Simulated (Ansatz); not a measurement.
# What a change does: single-point calculation on Ti$_{3}$Si$_{2}$

System: Ti$_{3}$Si$_{2}$ (Pm-3m, 5 atoms in the cell).
Method of the first run: DFT PBE, scalar-relativistic, plane waves, PAW, no spin polarisation (Ansatz 0.2.0).

The structure was made by a generator, so it may or may not be a known phase. Text and figures count atoms from 1; the logs count them from 0 in places.

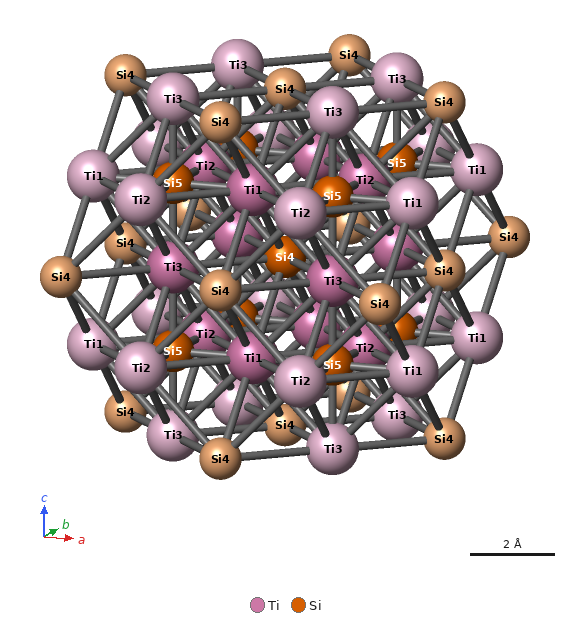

The structure as given in the input (ball-and-stick view of the cell of the calculation, seen slightly off an axis; neighbours outside the cell are drawn fainter; atoms are numbered from 1 in the order of the input). Near neighbours in the crystal (not all of them lie inside the picture): Ti has 6 Si at 2.07 to 2.93 Å and 8 Ti at 2.93 Å; Si has 12 Ti at 2.93 Å; Si has 6 Ti at 2.07 Å.

**Input, the first run**
```yaml
crystal:
  lattice:
    - [4.13901382, 0.0, 0.0]
    - [0.0, 4.13901382, 0.0]
    - [0.0, 0.0, 4.13901382]
  atoms:
    - { symbol: Ti, position: [0.5, 0.0, 0.0] }
    - { symbol: Ti, position: [0.0, 0.5, 0.0] }
    - { symbol: Ti, position: [0.0, 0.0, 0.5] }
    - { symbol: Si, position: [0.5, 0.5, 0.5] }
    - { symbol: Si, position: [0.0, 0.0, 0.0] }
basis:
  ecutwfc: 420
kpoints:
  mp_grid: { grid: [4, 4, 4] }
hamiltonian:
  xc: pbe
scf:
  occupations: { method: gaussian, width: 0.1 }
  lower_state_search: "off"
output:
  forces: true
  stress: true
  eigenvalues: true
```

Command:
```bash
ansatz run input.yaml --threads 1 --pin off --max-ram 2560MiB --backend cpu --events-out ev --progress --plain --runs-dir out
```

Hardware: 1 thread of Intel Xeon @ 2.50GHz (Skylake/Cascade Lake), 189 GiB of memory available, shared host.

**Output, shortened to warnings, some set-up lines, iterations and results (the first run)**
```
Basis set: ecut = 420 eV, 1357 PW (Γ), exchange–correlation on 60×60×60 points (8 copies of the dense FFT grid, shifted against one another)
Symmetry: 48 space group operations
k-points: 10 of 64
Initial density: superposition of atomic densities (neutral atoms: chi_scale 0, normalization atom), corrected by the library's trained network
[...]
SCF iter   1: F=—  HF=-8766.756092 eV  |F-HF|=—  |Δ(HF+E_count)|=         —  Δρ=8.39e-3  dr2=1.09e-1  ethr=1.77e-3  ⟨swp⟩=4.3  Hψ=1089  notcnv=0
SCF iter   2: F=—  HF=-8766.736177 eV  |F-HF|=—  |Δ(HF+E_count)|=   1.99e-2  Δρ=4.58e-3  dr2=3.74e-2  ethr=2.48e-4  ⟨swp⟩=1.2  Hψ=353  notcnv=0
SCF iter   3: F=—  HF=-8766.725881 eV  |F-HF|=—  |Δ(HF+E_count)|=   1.03e-2  Δρ=7.99e-4  dr2=7.24e-4  ethr=8.51e-5  ⟨swp⟩=2.0  Hψ=358  notcnv=0  defer=1
SCF iter   4: F=—  HF=-8766.725708 eV  |F-HF|=—  |Δ(HF+E_count)|=   1.73e-4  Δρ=2.03e-4  dr2=2.89e-5  ethr=1.65e-6  ⟨swp⟩=2.0  Hψ=363  notcnv=0  defer=2
SCF iter   5: F=—  HF=-8766.725524 eV  |F-HF|=—  |Δ(HF+E_count)|=   1.84e-4  Δρ=8.65e-5  dr2=4.69e-6  ethr=6.57e-8  ⟨swp⟩=3.0  Hψ=502  notcnv=0  defer=1
SCF iter   6: F=—  HF=-8766.725522 eV  |F-HF|=—  |Δ(HF+E_count)|=   1.28e-6  Δρ=1.81e-5  dr2=2.19e-7  ethr=1.07e-8  ⟨swp⟩=2.1  Hψ=468  notcnv=0
SCF iter   7: F=-8766.725522 eV  HF=-8766.725522 eV  |F-HF|=3.40e-10  |Δ(HF+E_count)|=   4.43e-8  Δρ=3.18e-6  dr2=4.08e-9  ethr=2.27e-10  ⟨swp⟩=7.0  Hψ=1053  notcnv=0
SCF 1 converged in 7 iterations: F = -8766.725522 eV  dr2 = 4.08e-9
SCF converged after 7 iterations
Free energy (F): -8766.725522 eV
Harris-Foulkes:  -8766.725522 eV  (|F-HF|=3.40e-10)
Internal energy: -8766.700847 eV  (E = F + TS)
E sigma→0 (E₀):  -8766.713185 eV
Entropy (-TS):   -0.024675 eV (-4.935 meV/atom)
Fermi energy:    14.091402 eV
--- Per-component energies (eV) ---
  E_band       = -381.538493
  E_kinetic    = 933.099053
  E_local      = -2893.250079  (includes V_loc(G=0)·N_el)
  E_nonlocal   = 85.373017
  E_hartree    = 1247.384475
  E_xc         = -414.827592
  E_vxc        = -475.249140  (∫ρ·V_xc dr)
  E_paw        = -4174.397859  (= ΣΔE_a)
  E_vpaw       = -526.279153  (= ΣTr[D̂ρ^β])
  E_aug_tail   = 0.000394  (compensation charges beyond the density's cutoff)
  E_ewald      = -3550.082256
  E_smearing   = -0.024675  (= −TS)
  E_closure    = -0.000000  (closes the sum)
  Σ components = -8766.725522   (vs F -8766.725522, Δ=0.00e0)
--- Forces (eV/Å), atoms counted from 1 ---
  atom   1  Ti    -0.00000000    -0.00000000    -0.00000000
  atom   2  Ti     0.00000000    -0.00000000     0.00000000
  atom   3  Ti     0.00000000    -0.00000000    -0.00000000
  atom   4  Si    -0.00000000     0.00000000    -0.00000000
  atom   5  Si    -0.00000000     0.00000000     0.00000000
  max |Σ_I F_I| component: 3.68e-29 eV/Å
--- Stress (GPa, compression-positive) ---
       45.889165       0.000000       0.000000
        0.000000      45.889165       0.000000
        0.000000      -0.000000      45.889165
  P = ⅓ Tr σ = 45.8892 GPa (458.892 kbar)
```

For the second run the input was changed thus:
```diff
-    - [4.13901382, 0.0, 0.0]
-    - [0.0, 4.13901382, 0.0]
-    - [0.0, 0.0, 4.13901382]
+    - [4.550650726, 0.0, 0.0]
+    - [0.0, 4.550650726, 0.0]
+    - [0.0, 0.0, 4.550650726]
-    - { symbol: Ti, position: [0.5, 0.0, 0.0] }
-    - { symbol: Ti, position: [0.0, 0.5, 0.0] }
-    - { symbol: Ti, position: [0.0, 0.0, 0.5] }
+    - { symbol: Ti, position: [0.5, 0.0, 0.0], spin: 1.0 }
+    - { symbol: Ti, position: [0.0, 0.5, 0.0], spin: 1.0 }
+    - { symbol: Ti, position: [0.0, 0.0, 0.5], spin: 1.0 }
+  populations: true
+magnetization:
+  spin_polarized: true
```

How does the second run compare with the first run?

With the same functional and potentials, the second run lies 530.8 meV per atom lower. The pressure goes from 45.89 to 0.07 GPa. The volume per atom goes from 14.18 to 18.85 Å³. With spin allowed, the absolute moment of the cell comes to 0.26 μB. The SCF takes 18 iterations against 7. The plane waves at Γ go from 1357 to 1839. On the same kind of shared host the second run took about 2.9 times as long. The two runs start from different initial densities, which also moves the count.

**Output, shortened to warnings, some set-up lines, iterations and results (the second run)**
```
Basis set: ecut = 420 eV, 1839 PW (Γ), exchange–correlation on 64×64×64 points (8 copies of the dense FFT grid, shifted against one another)
Symmetry: 48 space group operations
k-points: 10 of 64
Initial density: superposition of atomic densities (chi_scale 0.1, normalization cell)
[...]
SCF iter   1: F=—  HF=-8771.880823 eV  |F-HF|=—  |Δ(HF+E_count)|=         —  Δρ=5.52e-2 (↑5.52e-2 ↓3.46e-2)  dr2=9.81e0  dr2_m=8.98e-1  M=1.339 μB ∫|m|=1.411 μB  β_m=0.30  …
SCF iter   2: F=—  HF=-8770.553713 eV  |F-HF|=—  |Δ(HF+E_count)|=    1.33e0  Δρ=3.60e-2 (↑3.60e-2 ↓2.77e-2)  dr2=4.97e0  dr2_m=4.75e-1  M=1.283 μB ∫|m|=1.356 μB  β_m=0.30  …
SCF iter   3: F=—  HF=-8769.348638 eV  |F-HF|=—  |Δ(HF+E_count)|=    1.21e0  Δρ=2.33e-2 (↑1.25e-2 ↓2.33e-2)  dr2=3.96e-1  dr2_m=2.44e-1  M=1.185 μB ∫|m|=1.297 μB  β_m=0.30  …
SCF iter   4: F=—  HF=-8769.309301 eV  |F-HF|=—  |Δ(HF+E_count)|=   3.93e-2  Δρ=1.74e-2 (↑1.74e-2 ↓1.21e-2)  dr2=5.48e-2  dr2_m=1.81e-1  M=1.017 μB ∫|m|=1.126 μB  β_m=0.30  …
SCF iter   5: F=—  HF=-8769.326415 eV  |F-HF|=—  |Δ(HF+E_count)|=   1.71e-2  Δρ=1.18e-2 (↑1.18e-2 ↓1.13e-2)  dr2=1.45e-2  dr2_m=1.11e-1  M=0.928 μB ∫|m|=1.037 μB  β_m=0.30  …
[... 9 lines ...]
SCF iter  15: F=—  HF=-8769.379616 eV  |F-HF|=—  |Δ(HF+E_count)|=   1.31e-5  Δρ=2.45e-5 (↑2.45e-5 ↓2.20e-5)  dr2=4.99e-8  dr2_m=4.57e-7  M=0.262 μB ∫|m|=0.282 μB  β_m=0.99  …
SCF iter  16: F=-8769.379619 eV  HF=-8769.379619 eV  |F-HF|=2.70e-8  |Δ(HF+E_count)|=   3.08e-6  Δρ=8.66e-6 (↑8.66e-6 ↓8.39e-6)  dr2=2.74e-8  dr2_m=5.85e-8  M=0.250 μB …
SCF iter  17: F=-8769.379619 eV  HF=-8769.379619 eV  |F-HF|=7.24e-10  |Δ(HF+E_count)|=   3.54e-7  Δρ=1.07e-6 (↑9.51e-7 ↓1.07e-6)  dr2=9.85e-10  dr2_m=7.14e-10  M=0.245 μB …
SCF iter  18: F=-8769.379619 eV  HF=-8769.379619 eV  |F-HF|=6.73e-11  |Δ(HF+E_count)|=   7.76e-9  Δρ=2.48e-7 (↑2.24e-7 ↓2.48e-7)  dr2=2.88e-11  dr2_m=4.30e-11  M=0.244 μB …
SCF 1 converged in 18 iterations: F = -8769.379619 eV  dr2 = 2.88e-11
SCF converged after 18 iterations
Magnetization: 0.2442 μB (22.1221 up, 21.8779 down)
Absolute magnetization: 0.2625 μB (∫|ρ↑−ρ↓|, with the PAW one-centre terms)
Spin contamination: 0.0007 ħ² per cell (⟨S²⟩ above its minimum at these occupations)
Per-site moments (μB) at R_I (Å): [(0.05256933520157559, 0.9385717122375), (0.05256933520157557, 0.9385717122375), (0.052569335201575564, 0.9385717122375), (-0.006456330251981568, 1.3273408447060104), (-0.002201964441961346, 0.9385717122375)]
Free energy (F): -8769.379619 eV
Harris-Foulkes:  -8769.379619 eV  (|F-HF|=6.73e-11)
Internal energy: -8769.345764 eV  (E = F + TS)
E sigma→0 (E₀):  -8769.362692 eV
Entropy (-TS):   -0.033855 eV (-6.771 meV/atom)
Fermi energy:    10.127574 eV
--- Per-component energies (eV) ---
  E_band       = -564.073536
  E_kinetic    = 897.301500
  E_local      = -3328.068805  (includes V_loc(G=0)·N_el)
  E_nonlocal   = 79.907474
  E_hartree    = 1382.209074
  E_xc         = -402.388140
  E_vxc        = -458.667010  (∫ρ·V_xc dr)
  E_paw        = -4169.353749  (= ΣΔE_a)
  E_vpaw       = -518.965064  (= ΣTr[D̂ρ^β])
  E_aug_tail   = 0.000367  (compensation charges beyond the density's cutoff)
  E_ewald      = -3228.953485
  E_smearing   = -0.033855  (= −TS)
  E_closure    = -0.000000  (closes the sum)
  Σ components = -8769.379619   (vs F -8769.379619, Δ=0.00e0)
--- Forces (eV/Å), atoms counted from 1 ---
  atom   1  Ti     0.00000000    -0.00000000     0.00000000
  atom   2  Ti     0.00000000     0.00000000     0.00000000
  atom   3  Ti     0.00000000    -0.00000000     0.00000000
  atom   4  Si     0.00000000    -0.00000000     0.00000000
  atom   5  Si    -0.00000000    -0.00000000    -0.00000000
  max |Σ_I F_I| component: 5.06e-29 eV/Å
--- Stress (GPa, compression-positive) ---
        0.073668       0.000000       0.000000
       -0.000000       0.073668       0.000000
        0.000000       0.000000       0.073668
  P = ⅓ Tr σ = 0.0737 GPa (0.737 kbar)
--- Löwdin populations: 5 sites ---
  site symbol       q [e]    m [muB]
     0     Ti     11.4612     0.0845
     1     Ti     11.4612     0.0845
     2     Ti     11.4612     0.0845
     3     Si      4.6824    -0.0115
     4     Si      4.5062    -0.0076
  spilling = 0.009725 (of n_electrons = 44.000000)
```

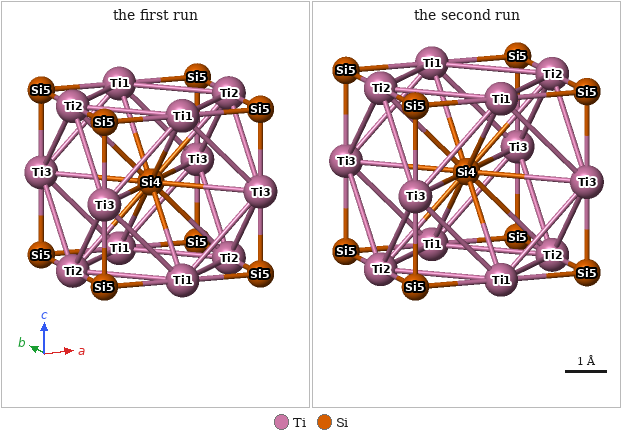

The two input geometries at one scale (ball-and-stick view of the cell of the calculation, seen slightly off an axis). The atoms keep their places relative to the cell (all moves are under 0.005 Å). Cell: a = b = c 4.139 → 4.551 Å (+9.9 %). Volume +32.9 %. Among the contacts that change: Ti1–Si4 2.927 → 3.218 Å, Ti1–Ti2 2.927 → 3.218 Å, Ti1–Si5 2.070 → 2.275 Å.

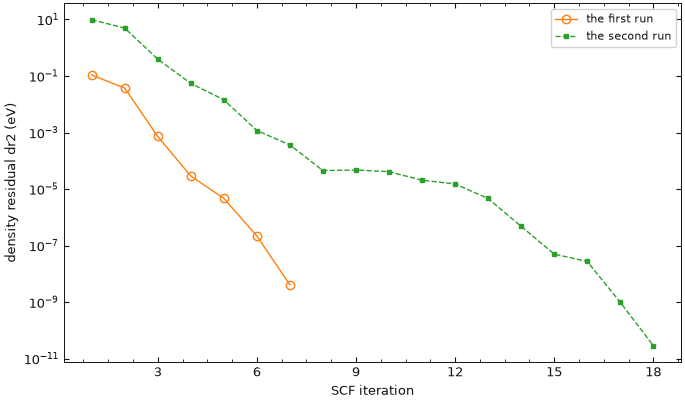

Convergence of the two runs: density residual dr2 against the SCF iteration. The first run takes 7 iterations in all, and the second run takes 18.

**The two runs side by side**

| quantity | the first run | the second run |
| --- | --- | --- |
| outcome | converged | converged |
| free energy per atom (eV) | −1753.3451 | −1753.8759 |
| energy per atom, smearing taken to zero (eV) | −1753.3426 | −1753.8725 |
| gap on the mesh (eV) | 0.00 | 0.00 |
| pressure (GPa) | 45.89 | 0.07 |
| volume per atom (Å³) | 14.18 | 18.85 |
| largest force (eV/Å) | 0.000 | 0.000 |
| SCF iterations | 7 | 18 |
| irreducible k-points | 10 | 10 |
| plane waves at Γ | 1357 | 1839 |
| net moment of the cell (μB) | – | 0.24 |
| absolute moment of the cell (μB) | – | 0.26 |
| wall time (shared host) | 7.1 s | 20 s |

For the first run: The cell is under a pressure of 46 GPa at this level, so it is not at its equilibrium volume.
